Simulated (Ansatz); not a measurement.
## Geometry relaxation, with input and output: Na (part 2 of 3)

Na (defect cell, 31 atoms in the cell); DFT PBE, scalar-relativistic, plane waves, PAW, no spin polarisation (Ansatz 0.2.0); cutoff 420 eV, 3×3×3 k-mesh, Gaussian smearing of 0.1 eV. The structure derives from a Materials Project entry. It belongs to a series of runs on one base structure; here: Na vacancy (site a), charge +0, atoms relaxed at the host's cell.

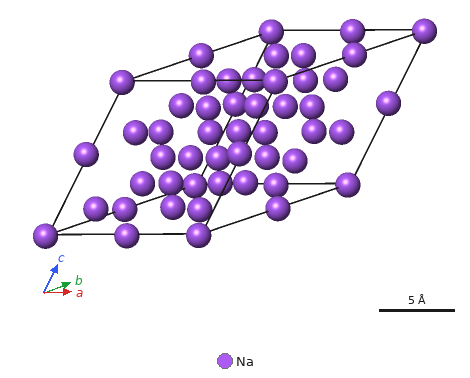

*The geometry at step 4 of the log (spheres-only view of the cell of the calculation, seen at an oblique angle).*

```
SCF converged after 5 iterations
Free energy (F): -46078.399415 eV
Harris-Foulkes:  -46078.399415 eV  (|F-HF|=2.59e-8)
Internal energy: -46078.313695 eV  (E = F + TS)
E sigma→0 (E₀):  -46078.356555 eV
Entropy (-TS):   -0.085720 eV (-2.765 meV/atom)
Fermi energy:    1.645946 eV
--- Per-component energies (eV) ---
  E_band       = -7514.306910
  E_kinetic    = 3723.974290
  E_local      = -45179.964502  (includes V_loc(G=0)·N_el)
  E_nonlocal   = 3568.037263
  E_hartree    = 16568.765394
  E_xc         = -1187.877978
  E_vxc        = -1526.228558  (∫ρ·V_xc dr)
  E_paw        = -8158.104707  (= ΣΔE_a)
  E_vpaw       = -1237.654621  (= ΣTr[D̂ρ^β])
  E_aug_tail   = -0.000990  (compensation charges beyond the density's cutoff)
  E_ewald      = -15413.142464
  E_smearing   = -0.085720  (= −TS)
  E_closure    = -0.000000  (closes the sum)
  Σ components = -46078.399415   (vs F -46078.399415, Δ=0.00e0)
--- Forces (eV/Å), atoms counted from 1 ---
  atom   1  Na     0.00000000     0.00000000    -0.00000000
  atom   2  Na     0.00000000     0.00000000     0.00000000
  atom   3  Na    -0.00520425     0.00520425     0.00520425
  atom   4  Na     0.00000000     0.00000000    -0.00000000
  atom   5  Na     0.00520425    -0.00520425     0.00520425
  atom   6  Na     0.00520425     0.00520425    -0.00520425
  atom   7  Na    -0.00000000    -0.00000000     0.00000000
  atom   8  Na     0.00000000    -0.00000000     0.00000000
  atom   9  Na     0.00833871     0.00833871     0.00833871
  atom  10  Na     0.00000000     0.00000000     0.02379463
  atom  11  Na    -0.00000000     0.02379463    -0.00000000
  atom  12  Na    -0.00833871     0.00833871     0.00833871
  atom  13  Na     0.00000000     0.00000000    -0.00000000
  atom  14  Na     0.00000000     0.00000000    -0.00000000
  atom  15  Na    -0.00520425    -0.00520425    -0.00520425
  atom  16  Na     0.02379463     0.00000000     0.00000000
  atom  17  Na     0.00833871    -0.00833871     0.00833871
  atom  18  Na     0.00833871     0.00833871    -0.00833871
  atom  19  Na     0.00000000     0.00000000    -0.00000000
  atom  20  Na    -0.00833871    -0.00833871     0.00833871
  atom  21  Na    -0.00833871     0.00833871    -0.00833871
  atom  22  Na    -0.02379463     0.00000000    -0.00000000
  atom  23  Na     0.00520425     0.00520425     0.00520425
  atom  24  Na     0.00833871    -0.00833871    -0.00833871
  atom  25  Na    -0.00000000    -0.02379463    -0.00000000
  atom  26  Na     0.00000000    -0.00000000    -0.02379463
  atom  27  Na    -0.00833871    -0.00833871    -0.00833871
  atom  28  Na     0.00000000    -0.00000000     0.00000000
  atom  29  Na    -0.00520425    -0.00520425     0.00520425
  atom  30  Na    -0.00520425     0.00520425    -0.00520425
  atom  31  Na     0.00520425    -0.00520425    -0.00520425
  max |Σ_I F_I| component: 1.21e-17 eV/Å
--- Band table (eV) ---
  k-point 0: bands = ["-51.4434", "-51.4434", "-51.4189", "-51.4187", "-51.4187", "-51.4187", "-51.4186", "-51.4186", "-51.4186", "-51.4185", "-51.4059", "-51.4058", "-51.4058", "-51.4058", "-51.4058", "-51.4058", "-51.4058", "-51.4057", "-51.3930", "-51.3930", "-51.3929", "-51.3929", "-51.3929", "-51.3929", "-51.3816", "-51.3816", "-51.3816", "-51.3816", "-51.3816", "-51.3816", "-51.3768", "-23.3665", "-23.3665", "-23.3665", "-23.3659", "-23.3659", "-23.3659", "-23.3477", "-23.3477", "-23.3477",
      "-23.3458", "-23.3458", "-23.3447", "-23.3447", "-23.3447", "-23.3423", "-23.3423", "-23.3423", "-23.3418", "-23.3398", "-23.3398", "-23.3398", "-23.3378", "-23.3378", "-23.3378", "-23.3378", "-23.3378", "-23.3358", "-23.3352", "-23.3352", "-23.3352", "-23.3352", "-23.3352", "-23.3352", "-23.3324", "-23.3324", "-23.3324", "-23.3322", "-23.3317", "-23.3317", "-23.3303", "-23.3303", "-23.3303", "-23.3301", "-23.3301", "-23.3301", "-23.3282", "-23.3282", "-23.3282", "-23.3274",
      "-23.3274", "-23.3273", "-23.3248", "-23.3248", "-23.3248", "-23.3143", "-23.3143", "-23.3143", "-23.3142", "-23.3118", "-23.3118", "-23.3118", "-23.3114", "-23.3114", "-23.3083", "-23.3083", "-23.3083", "-23.3072", "-23.3072", "-23.3072", "-23.3067", "-23.3067", "-23.3067", "-23.3023", "-23.3023", "-23.3023", "-23.3021", "-23.3005", "-23.3005", "-23.2989", "-23.2989", "-23.2989", "-23.2982", "-23.2982", "-23.2982", "-23.2974", "-23.2974", "-23.2974", "-23.2968", "-23.2968",
      "-23.2968", "-23.2949", "-23.2949", "-23.2949", "-1.6065", "-0.0072", "-0.0072", "-0.0072", "-0.0028", "-0.0028", "-0.0028", "0.0357", "0.1426", "0.5093", "0.5093", "0.5538", "0.5538", "0.5538", "0.7694", "2.3775", "2.3775", "2.3775", "2.4985", "2.4985", "2.4985", "2.8632", "2.8632", "2.8774", "2.8774", "2.8774", "3.0580", "3.8406", "3.8406", "3.8406", "3.8573", "3.8573", "3.8573", "3.8888", "3.8888", "3.9162",
      "3.9162", "3.9162", "3.9199", "3.9199", "4.0566", "4.0566", "4.0566", "4.3920", "4.3920", "4.3920", "4.4540"]
  k-point 1: bands = ["-51.4434", "-51.4434", "-51.4189", "-51.4188", "-51.4187", "-51.4187", "-51.4186", "-51.4186", "-51.4186", "-51.4185", "-51.4059", "-51.4058", "-51.4058", "-51.4058", "-51.4058", "-51.4058", "-51.4058", "-51.4057", "-51.3929", "-51.3929", "-51.3929", "-51.3929", "-51.3929", "-51.3929", "-51.3816", "-51.3816", "-51.3816", "-51.3816", "-51.3816", "-51.3816", "-51.3768", "-23.3663", "-23.3663", "-23.3663", "-23.3660", "-23.3660", "-23.3660", "-23.3473", "-23.3470", "-23.3470",
      "-23.3459", "-23.3459", "-23.3444", "-23.3443", "-23.3443", "-23.3432", "-23.3430", "-23.3430", "-23.3419", "-23.3411", "-23.3402", "-23.3402", "-23.3378", "-23.3376", "-23.3376", "-23.3372", "-23.3372", "-23.3363", "-23.3358", "-23.3358", "-23.3351", "-23.3345", "-23.3345", "-23.3341", "-23.3333", "-23.3329", "-23.3329", "-23.3320", "-23.3320", "-23.3317", "-23.3304", "-23.3304", "-23.3302", "-23.3301", "-23.3301", "-23.3290", "-23.3289", "-23.3289", "-23.3284", "-23.3270",
      "-23.3266", "-23.3266", "-23.3255", "-23.3254", "-23.3254", "-23.3144", "-23.3137", "-23.3131", "-23.3131", "-23.3122", "-23.3122", "-23.3108", "-23.3108", "-23.3099", "-23.3092", "-23.3083", "-23.3083", "-23.3079", "-23.3079", "-23.3073", "-23.3068", "-23.3068", "-23.3065", "-23.3021", "-23.3017", "-23.3016", "-23.3016", "-23.3002", "-23.3002", "-23.3001", "-23.2990", "-23.2990", "-23.2986", "-23.2986", "-23.2981", "-23.2976", "-23.2972", "-23.2972", "-23.2969", "-23.2969",
      "-23.2968", "-23.2950", "-23.2949", "-23.2949", "-1.4249", "-0.8763", "-0.1849", "-0.1849", "-0.1323", "-0.0013", "-0.0013", "0.1153", "0.5293", "0.5293", "0.6274", "1.2433", "1.3901", "1.3901", "1.4172", "1.4172", "1.4685", "1.5698", "2.5403", "2.5772", "2.5772", "2.6484", "2.6484", "2.6618", "2.8337", "3.0298", "3.0436", "3.0436", "3.1378", "3.1378", "3.1383", "3.5532", "3.5532", "3.6699", "3.7491", "3.7491",
      "3.9175", "3.9175", "4.1979", "4.1979", "4.2929", "4.4240", "4.4240", "4.6915", "4.8230", "5.0021", "5.0886"]
  k-point 2: bands = ["-51.4434", "-51.4434", "-51.4189", "-51.4188", "-51.4187", "-51.4187", "-51.4186", "-51.4186", "-51.4186", "-51.4185", "-51.4059", "-51.4058", "-51.4058", "-51.4058", "-51.4058", "-51.4058", "-51.4058", "-51.4057", "-51.3930", "-51.3929", "-51.3929", "-51.3929", "-51.3929", "-51.3929", "-51.3816", "-51.3816", "-51.3816", "-51.3816", "-51.3816", "-51.3816", "-51.3768", "-23.3663", "-23.3663", "-23.3662", "-23.3661", "-23.3660", "-23.3660", "-23.3475", "-23.3466", "-23.3464",
      "-23.3464", "-23.3457", "-23.3443", "-23.3443", "-23.3442", "-23.3433", "-23.3432", "-23.3432", "-23.3421", "-23.3411", "-23.3403", "-23.3403", "-23.3377", "-23.3375", "-23.3375", "-23.3372", "-23.3366", "-23.3359", "-23.3359", "-23.3358", "-23.3356", "-23.3347", "-23.3344", "-23.3344", "-23.3343", "-23.3328", "-23.3328", "-23.3327", "-23.3314", "-23.3314", "-23.3312", "-23.3307", "-23.3299", "-23.3298", "-23.3298", "-23.3293", "-23.3289", "-23.3286", "-23.3286", "-23.3271",
      "-23.3264", "-23.3260", "-23.3260", "-23.3256", "-23.3249", "-23.3146", "-23.3129", "-23.3129", "-23.3129", "-23.3129", "-23.3121", "-23.3107", "-23.3100", "-23.3100", "-23.3094", "-23.3084", "-23.3083", "-23.3083", "-23.3077", "-23.3077", "-23.3070", "-23.3070", "-23.3061", "-23.3020", "-23.3015", "-23.3015", "-23.3014", "-23.3007", "-23.3002", "-23.2995", "-23.2993", "-23.2993", "-23.2988", "-23.2988", "-23.2981", "-23.2976", "-23.2972", "-23.2972", "-23.2970", "-23.2970",
      "-23.2968", "-23.2950", "-23.2950", "-23.2950", "-1.3641", "-0.6532", "-0.4817", "-0.4817", "-0.4610", "-0.3668", "0.7438", "0.7791", "0.7791", "0.8123", "0.9450", "0.9450", "0.9586", "1.1003", "1.4393", "1.4803", "1.4803", "1.5682", "2.1920", "2.3137", "2.3137", "2.3344", "2.4374", "2.6551", "2.6551", "3.1104", "3.1603", "3.2927", "3.2927", "3.4291", "3.4497", "3.5418", "3.5418", "3.7576", "3.7957", "3.9782",
      "3.9782", "4.0247", "4.0362", "4.2030", "4.2349", "4.2668", "4.2668", "4.3706", "4.7377", "4.7681", "4.8507"]
  k-point 3: bands = ["-51.4434", "-51.4434", "-51.4189", "-51.4188", "-51.4188", "-51.4188", "-51.4186", "-51.4186", "-51.4186", "-51.4185", "-51.4059", "-51.4058", "-51.4058", "-51.4058", "-51.4058", "-51.4058", "-51.4058", "-51.4057", "-51.3929", "-51.3929", "-51.3929", "-51.3929", "-51.3929", "-51.3929", "-51.3816", "-51.3816", "-51.3816", "-51.3816", "-51.3816", "-51.3816", "-51.3768", "-23.3662", "-23.3662", "-23.3661", "-23.3661", "-23.3661", "-23.3661", "-23.3474", "-23.3469", "-23.3460",
      "-23.3458", "-23.3455", "-23.3442", "-23.3442", "-23.3441", "-23.3437", "-23.3435", "-23.3435", "-23.3421", "-23.3410", "-23.3406", "-23.3402", "-23.3377", "-23.3376", "-23.3375", "-23.3369", "-23.3368", "-23.3365", "-23.3362", "-23.3360", "-23.3357", "-23.3347", "-23.3344", "-23.3340", "-23.3337", "-23.3332", "-23.3331", "-23.3327", "-23.3322", "-23.3319", "-23.3305", "-23.3305", "-23.3303", "-23.3297", "-23.3295", "-23.3294", "-23.3286", "-23.3284", "-23.3284", "-23.3269",
      "-23.3263", "-23.3263", "-23.3261", "-23.3256", "-23.3250", "-23.3142", "-23.3133", "-23.3133", "-23.3126", "-23.3125", "-23.3124", "-23.3103", "-23.3102", "-23.3096", "-23.3086", "-23.3084", "-23.3084", "-23.3081", "-23.3078", "-23.3074", "-23.3074", "-23.3073", "-23.3067", "-23.3015", "-23.3013", "-23.3013", "-23.3008", "-23.3006", "-23.3003", "-23.3003", "-23.2993", "-23.2992", "-23.2991", "-23.2990", "-23.2982", "-23.2977", "-23.2971", "-23.2971", "-23.2970", "-23.2970",
      "-23.2968", "-23.2950", "-23.2950", "-23.2950", "-1.1297", "-0.9529", "-0.9149", "-0.4220", "-0.3591", "0.3186", "0.4701", "0.4703", "0.4875", "0.5674", "1.0193", "1.0484", "1.6746", "1.6970", "1.7266", "1.7390", "1.8607", "1.8613", "1.8695", "1.9037", "1.9108", "1.9930", "2.3762", "2.3947", "2.4283", "2.4675", "2.8593", "3.0162", "3.0887", "3.2303", "3.2779", "3.3617", "3.5159", "3.5595", "4.1969", "4.4449",
      "4.4698", "4.4806", "4.5334", "4.6105", "4.6286", "4.6435", "4.6449", "4.6651", "4.7286", "4.7675", "4.8433"]
--- Relaxed structure (4 steps of the walk, 4 accepted, 0 SCFs on fresh bases) ---
  F+E_penalty+E_count = -46078.39941530 eV   max|allowed force component| = 2.379e-2 eV/Å
  atoms:
    - { symbol: Na, position: [0.8750000000000001, 0.3749999999999999, 0.8750000000000001] }
    - { symbol: Na, position: [0.3749999999999999, 0.875, 0.8750000000000001] }
    - { symbol: Na, position: [0.7577473034135377, 0.7577473034135377, 0.7577473034135377] }
    - { symbol: Na, position: [0.375, 0.375, 0.875] }
    - { symbol: Na, position: [0.7577473034135377, 0.22675808975938705, 0.7577473034135377] }
    - { symbol: Na, position: [0.22675808975938705, 0.7577473034135376, 0.7577473034135377] }
    - { symbol: Na, position: [0.6250000000000001, 0.6250000000000001, 0.6250000000000001] }
    - { symbol: Na, position: [0.8750000000000001, 0.875, 0.3749999999999999] }
    - { symbol: Na, position: [0.24809545631264762, 0.24809545631264762, 0.7557136310620574] }
    - { symbol: Na, position: [0.6187595732524598, 0.13124042674754033, 0.6187595732524598] }
    - { symbol: Na, position: [0.13124042674754033, 0.6187595732524598, 0.6187595732524598] }
    - { symbol: Na, position: [0.5019045436873525, 0.5019045436873525, 0.5019045436873525] }
    - { symbol: Na, position: [0.875, 0.375, 0.375] }
    - { symbol: Na, position: [0.375, 0.875, 0.375] }
    - { symbol: Na, position: [0.7577473034135377, 0.7577473034135376, 0.22675808975938705] }
    - { symbol: Na, position: [0.13124042674754025, 0.13124042674754027, 0.6187595732524599] }
    - { symbol: Na, position: [0.5019045436873525, -0.0057136310620571895, 0.5019045436873525] }
    - { symbol: Na, position: [-0.005713631062057217, 0.5019045436873525, 0.5019045436873525] }
    - { symbol: Na, position: [0.375, 0.375, 0.375] }
    - { symbol: Na, position: [0.7557136310620574, 0.24809545631264762, 0.24809545631264762] }
    - { symbol: Na, position: [0.24809545631264765, 0.7557136310620574, 0.24809545631264765] }
    - { symbol: Na, position: [0.6187595732524598, 0.6187595732524598, 0.13124042674754033] }
    - { symbol: Na, position: [-0.007747303413537687, 0.9922526965864624, 0.523241910240613] }
    - { symbol: Na, position: [0.24809545631264765, 0.24809545631264765, 0.24809545631264765] }
    - { symbol: Na, position: [0.6187595732524599, 0.13124042674754027, 0.13124042674754025] }
    - { symbol: Na, position: [0.13124042674754025, 0.6187595732524599, 0.13124042674754025] }
    - { symbol: Na, position: [0.5019045436873525, 0.5019045436873525, -0.005713631062057217] }
    - { symbol: Na, position: [0.125, 0.125, 0.125] }
    - { symbol: Na, position: [0.523241910240613, -0.007747303413537632, -0.007747303413537632] }
    - { symbol: Na, position: [-0.007747303413537635, 0.523241910240613, -0.007747303413537635] }
    - { symbol: Na, position: [-0.007747303413537632, -0.007747303413537639, -0.007747303413537639] }
```
